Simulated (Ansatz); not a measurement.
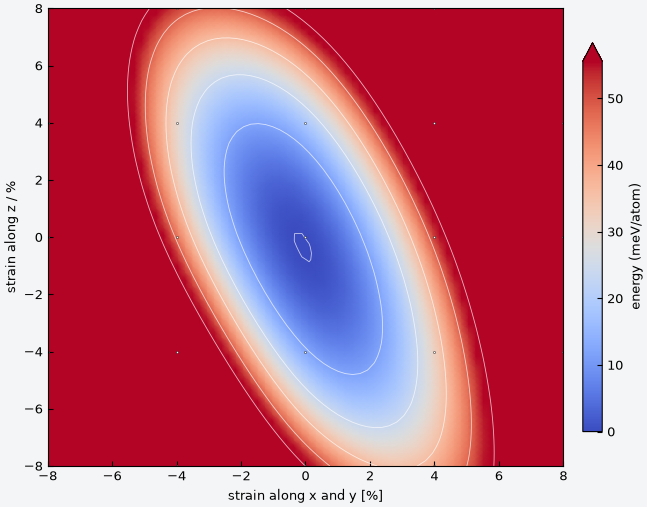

GaN (F-43m, No. 216; 2 atoms in the cell). 
- The cell is strained homogeneously, by one strain along x and y and another along z, with fractional coordinates fixed (x, y and z along the cube axes).
- First axis: strain along x and y. Second axis: strain along z.
- Grid: 5 × 5 points.
- Points are written as (first, second).
- All energies are given in meV/atom relative to the lowest grid point.
- The reference cell is the one listed in the database, not relaxed at this level.
- Method: DFT r2SCAN, scalar-relativistic, plane waves, PAW (Ansatz). Settings: cutoff 500 eV, k-mesh 10×10×10, gaussian smearing 0.05 eV, no spin polarisation.

Drawn: a smooth colour map with a few white contour lines, dots at the grid points, one colour for all values above the top of the scale. Between grid points the surface is interpolated.

> Estimate the clamped-ion elastic constants that this map fixes.

With the cell volume of 22.9 Å³, the curvatures of the interpolated surface at its minimum give C₁₁ + C₂₂ + 2C₁₂ ≈ 870 GPa, C₃₃ ≈ 280 GPa and C₁₃ + C₂₃ ≈ 310 GPa (clamped ions, Cartesian axes of the cell). A stretch of 1 % along z with free sides (kept equal in x and y) would change the in-plane lengths by about −0.35 %.
